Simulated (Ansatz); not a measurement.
Cell and atoms:

```cif
data_structure
_symmetry_space_group_name_H-M 'P 1'
_symmetry_Int_Tables_number 1
_cell_length_a 4.1530
_cell_length_b 4.1530
_cell_length_c 9.3126
_cell_angle_alpha 90.000
_cell_angle_beta 90.000
_cell_angle_gamma 90.000
_cell_volume 160.62
loop_
_atom_site_label
_atom_site_type_symbol
_atom_site_fract_x
_atom_site_fract_y
_atom_site_fract_z
_atom_site_occupancy
Ti1 Ti 0.00000 0.00000 0.00000 1
Al1 Al 0.50000 0.50000 0.00000 1
Al2 Al 0.00000 0.50000 0.25000 1
Al3 Al 0.50000 0.00000 0.25000 1
Ti2 Ti 0.50000 0.50000 0.50000 1
Al4 Al 0.00000 0.00000 0.50000 1
Al5 Al 0.50000 0.00000 0.75000 1
Al6 Al 0.00000 0.50000 0.75000 1
```

Summarise the structure in words.

Answer. Composition: TiAl3. Space group I4/mmm (No. 139), lattice body-centred tetragonal. The cell comprises 2 formula units: 2 Ti, 6 Al. The numbers of neighbours within bonding distance are Ti 12 and Al 4 to 8 (mean 6.7).

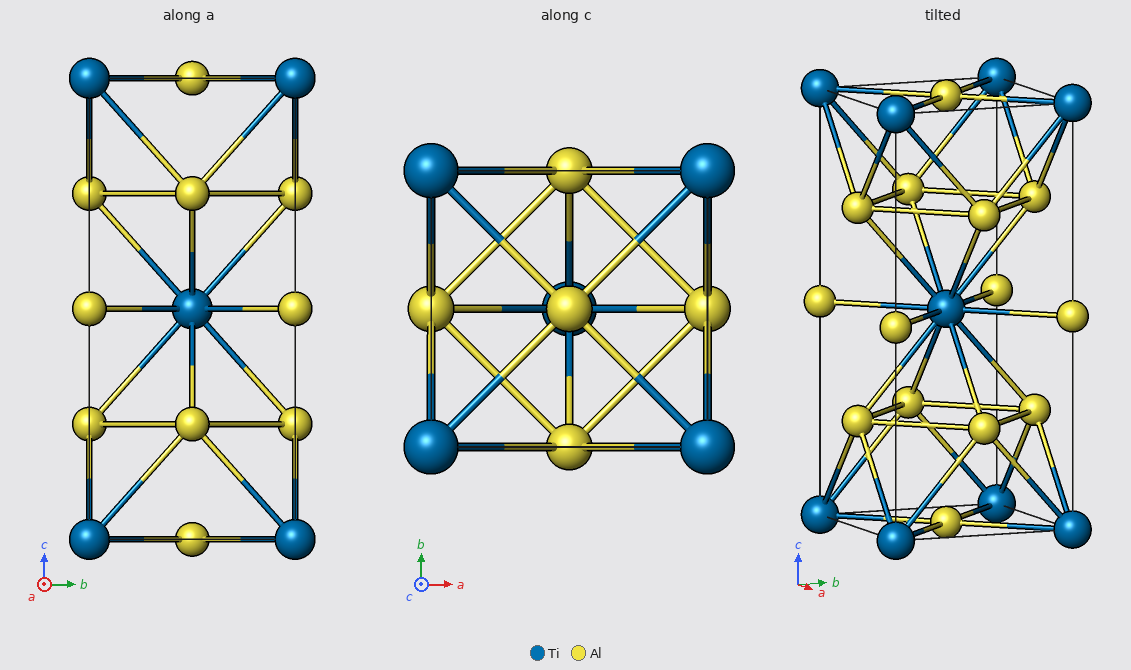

Structure drawing (ball-and-stick), viewed along the a axis, along the c axis and slightly off an axis. The edges of the conventional unit cell are marked.

It derives from a structure listed in the Materials Project. The cell was then strained or its atoms displaced on purpose. A calculation with Ansatz used it as input.

At this level of theory the run's own cell isn't at rest (stretched, at -15 GPa), so its distances can differ from those at equilibrium, the more so the softer the solid.
